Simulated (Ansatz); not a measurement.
## Energy of Ir along an even scaling of the cell

System: Ir (Im-3m, 1 atom in the cell).
Method: DFT, BLYP, plane waves (420 eV) with PAW, scalar-relativistic, no spin polarisation (Ansatz 0.2.0).

The 5 runs differ only in the geometry, by an even scaling of the cell at fixed fractional positions.

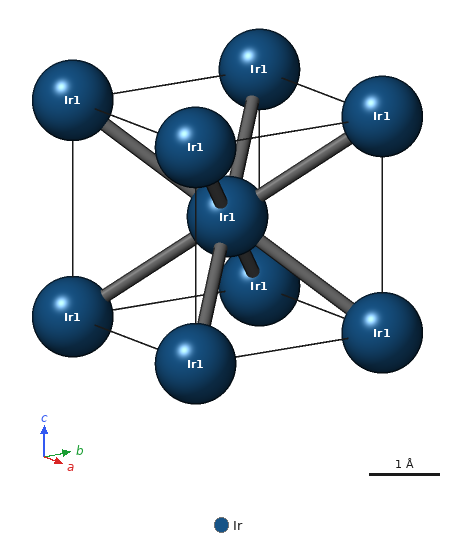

Figure 1. The structure of run 3 (ball-and-stick view of the cell 2 times as large as that of the calculation, set on its symmetry axes, seen at an oblique angle; atoms are numbered from 1 in the order of the input).

## Input of run 3
```yaml
crystal:
  lattice:
    - [-1.6041359637, 1.6041359637, 1.6041359637]
    - [1.6041359637, -1.6041359637, 1.6041359637]
    - [1.6041359637, 1.6041359637, -1.6041359637]
  atoms:
    - { symbol: Ir, position: [0.0, 0.0, 0.0] }
hamiltonian:
  xc: blyp
  pseudopotentials:
    kind: paw
    azcp:
      Ir: "pseudopotentials/Ir.paw.azcp"
basis:
  ecutwfc: 420
  fft_grid_basis: typed
kpoints:
  mp_grid: { grid: [16, 16, 16], shift: [0, 0, 0] }
magnetization:
  spin_polarized: false
scf:
  occupations: { method: fermi_dirac, width: 0.1 }
  lower_state_search: "off"
output:
  stress: true
```

Run 4 differs from it as follows:
```diff
-    - [-1.6041359637, 1.6041359637, 1.6041359637]
-    - [1.6041359637, -1.6041359637, 1.6041359637]
-    - [1.6041359637, 1.6041359637, -1.6041359637]
+    - [-1.6244436381, 1.6244436381, 1.6244436381]
+    - [1.6244436381, -1.6244436381, 1.6244436381]
+    - [1.6244436381, 1.6244436381, -1.6244436381]
```

## Results, with one run withheld

| run | volume per atom (Å³) | free energy per atom, from the lowest run given (meV) | pressure (GPa) |
| --- | --- | --- | --- |
| 1 | 13.971 | 238.45 | 45.48 |
| 2 | 15.876 | 0.00 | 0.13 |
| 3 | 16.511 | 18.19 | −8.93 |
| 4 | 17.146 | ? | ? |
| 5 | 17.781 | 142.56 | −21.38 |

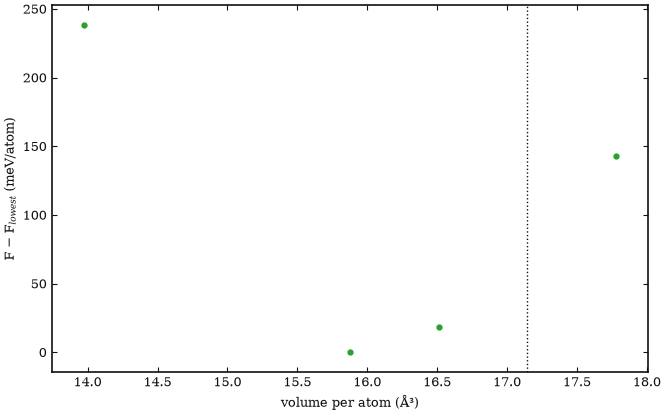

Figure 2. Free energy per atom of the runs given; the dotted line marks run 4.

Fit the runs given and predict run 4.

A quadratic polynomial in V^(−2/3) (the Birch–Murnaghan form), fitted to the 4 runs given, misses them by at most 1.36 meV per atom. With x = V^(−2/3) − 0.15793 Å⁻², it reads F = 0.98895 − 53.826 x + 1.1387e+06 x² (meV per atom). At run 4 it gives 66.10 meV per atom, and the run itself gives 68.10. The slope of the fit gives a pressure −dF/dV of −16.13 GPa there, and the run prints −15.96 GPa. The two needn't agree exactly: the fit is approximate, and the printed stress is taken on a finite basis. The fit has its minimum at 15.930 Å³ per atom, where V d²F/dV² gives 254 GPa: the bulk modulus at this level, since symmetry fixes the shape and the positions. So low a polynomial doesn't follow these energies more closely.

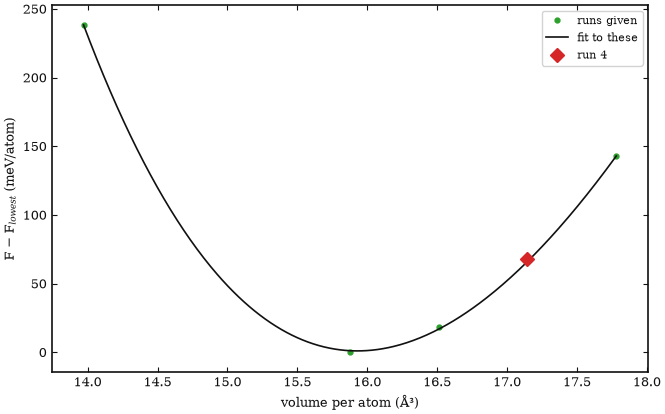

Figure 3. The fit and the withheld run.

## Output, shortened to warnings, some set-up lines, iterations and results (run 4)
```
Basis set: ecut = 420 eV, 321 PW (Γ), exchange–correlation on 40×40×40 points (8 copies of the dense FFT grid, shifted against one another)
Symmetry: 48 space group operations
k-points: 145 of 4096
Initial density: superposition of atomic densities (neutral atoms: chi_scale 0, normalization atom), corrected by the library's trained network
[...]
SCF iter   1: F=—  HF=-11960.136622 eV  |F-HF|=—  |Δ(HF+E_count)|=         —  Δρ=1.34e-2  dr2=3.25e-2  ethr=1.77e-3  ⟨swp⟩=4.9  Hψ=9886  notcnv=0
SCF iter   2: F=—  HF=-11960.128673 eV  |F-HF|=—  |Δ(HF+E_count)|=   7.95e-3  Δρ=4.89e-3  dr2=1.66e-3  ethr=1.91e-4  ⟨swp⟩=2.6  Hψ=4094  notcnv=0
SCF iter   3: F=—  HF=-11960.128544 eV  |F-HF|=—  |Δ(HF+E_count)|=   1.29e-4  Δρ=2.14e-3  dr2=2.73e-4  ethr=9.76e-6  ⟨swp⟩=2.6  Hψ=3016  notcnv=0
SCF iter   4: F=—  HF=-11960.128694 eV  |F-HF|=—  |Δ(HF+E_count)|=   1.50e-4  Δρ=3.97e-4  dr2=8.91e-6  ethr=1.61e-6  ⟨swp⟩=2.0  Hψ=2555  notcnv=0
SCF iter   5: F=—  HF=-11960.128705 eV  |F-HF|=—  |Δ(HF+E_count)|=   1.09e-5  Δρ=3.18e-5  dr2=4.93e-8  ethr=5.24e-8  ⟨swp⟩=2.6  Hψ=3085  notcnv=0
SCF iter   6: F=-11960.128705 eV  HF=-11960.128705 eV  |F-HF|=1.86e-10  |Δ(HF+E_count)|=   8.52e-8  Δρ=1.64e-6  dr2=1.01e-10  ethr=2.90e-10  ⟨swp⟩=2.1  Hψ=6410  notcnv=0
SCF 1 converged in 6 iterations: F = -11960.128705 eV  dr2 = 1.01e-10
SCF converged after 6 iterations
Free energy (F): -11960.128705 eV
Harris-Foulkes:  -11960.128705 eV  (|F-HF|=1.86e-10)
Internal energy: -11960.039669 eV  (E = F + TS)
E sigma→0 (E₀):  -11960.084187 eV
Entropy (-TS):   -0.089036 eV (-89.036 meV/atom)
Fermi energy:    20.445662 eV
--- Per-component energies (eV) ---
  E_band       = -153.852432
  E_kinetic    = 619.884665
  E_local      = -1289.992324  (includes V_loc(G=0)·N_el)
  E_nonlocal   = 72.376066
  E_hartree    = 483.200705
  E_xc         = -261.956109
  E_vxc        = -291.793873  (∫ρ·V_xc dr)
  E_paw        = -9252.957017  (= ΣΔE_a)
  E_vpaw       = -230.728474  (= ΣTr[D̂ρ^β])
  E_aug_tail   = 0.000041  (compensation charges beyond the density's cutoff)
  E_ewald      = -2330.745848
  E_core_change = 0.150151  (= ΣΔE_core)
  E_smearing   = -0.089036  (= −TS)
  E_closure    = -0.000000  (closes the sum)
  Σ components = -11960.128705   (vs F -11960.128705, Δ=0.00e0)
--- Stress (GPa, compression-positive) ---
      -15.956011       0.000000      -0.000000
        0.000000     -15.956011      -0.000000
        0.000000       0.000000     -15.956011
  P = ⅓ Tr σ = -15.9560 GPa (-159.560 kbar)
```

Notes: Spin–orbit coupling is left out, which matters for Ir.
